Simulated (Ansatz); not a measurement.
Cd₅O₂

```yaml
crystal:
  lattice:
    - [3.34959, 0.00000, 0.00000]
    - [-1.67480, 2.90083, 0.00000]
    - [0.00000, 0.00000, 38.41392]
  atoms:
    - { symbol: Cd, position: [0.33333, 0.66667, 0.27160] }
    - { symbol: Cd, position: [0.00000, 0.00000, 0.60493] }
    - { symbol: Cd, position: [0.66667, 0.33333, 0.93827] }
    - { symbol: Cd, position: [0.00000, 0.00000, 0.19718] }
    - { symbol: Cd, position: [0.66667, 0.33333, 0.53052] }
    - { symbol: Cd, position: [0.33333, 0.66667, 0.86385] }
    - { symbol: Cd, position: [0.66667, 0.33333, 0.13615] }
    - { symbol: Cd, position: [0.33333, 0.66667, 0.46948] }
    - { symbol: Cd, position: [0.00000, 0.00000, 0.80282] }
    - { symbol: Cd, position: [0.33333, 0.66667, 0.06173] }
    - { symbol: Cd, position: [0.00000, 0.00000, 0.39507] }
    - { symbol: Cd, position: [0.66667, 0.33333, 0.72840] }
    - { symbol: Cd, position: [0.00000, 0.00000, 0.00000] }
    - { symbol: Cd, position: [0.66667, 0.33333, 0.33333] }
    - { symbol: Cd, position: [0.33333, 0.66667, 0.66667] }
    - { symbol: O, position: [0.66667, 0.33333, 0.23476] }
    - { symbol: O, position: [0.33333, 0.66667, 0.56809] }
    - { symbol: O, position: [0.00000, 0.00000, 0.90142] }
    - { symbol: O, position: [0.00000, 0.00000, 0.09858] }
    - { symbol: O, position: [0.66667, 0.33333, 0.43191] }
    - { symbol: O, position: [0.33333, 0.66667, 0.76524] }
```

Space group R-3m; a generated structure, not necessarily the stable one.

Computed with DFT PBE, scalar-relativistic, plane waves, PAW in Ansatz 0.2.0.

In a PAW calculation such maps are meaningful between the atoms, not at the nuclei.

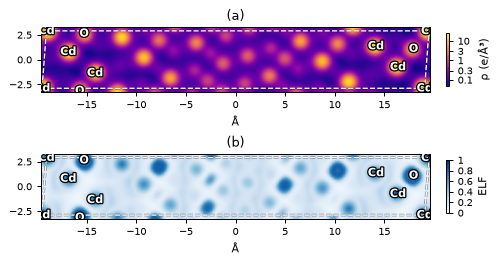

Figure 1. (a) valence pseudo-density; (b) ELF on the (111) plane of the conventional cell.

Describe what can be read from this map.

- Atoms in the plane: Cd and O.
- Atoms just off the plane (Cd, 0.3 Å away and O, 0.4 Å away) can leave unmarked features too.
- Cd–O (2.40 Å): ρ is about 0.32 e/Å³ halfway; the ELF is about 0.10 at the midpoint: no localised pair shows between them.
- Between the atoms the lowest density in this plane is 0.05 e/Å³.
- The features right at Cd lie inside the PAW spheres, where the map follows smoothed inner orbitals and isn't to be read closely.

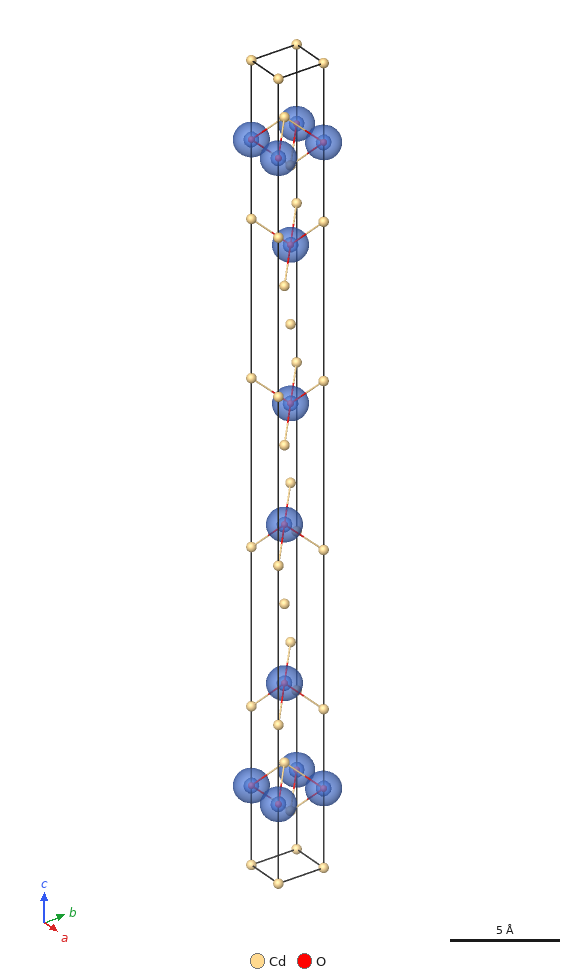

Figure 2. Isosurface of the electron localisation function at 0.7 (blue), seen slightly off an axis. Core shells and regions of very low density are left out. Sticks mark near contacts.

What do the ELF domains correspond to?

At this value the surface marks out six regions wrapped around O (the valence shell of each), counted in one cell of 21 atoms. Regions shared between cells count once.

Metal or insulator at this level of theory?

It is gapless in this calculation (a metal or semimetal).
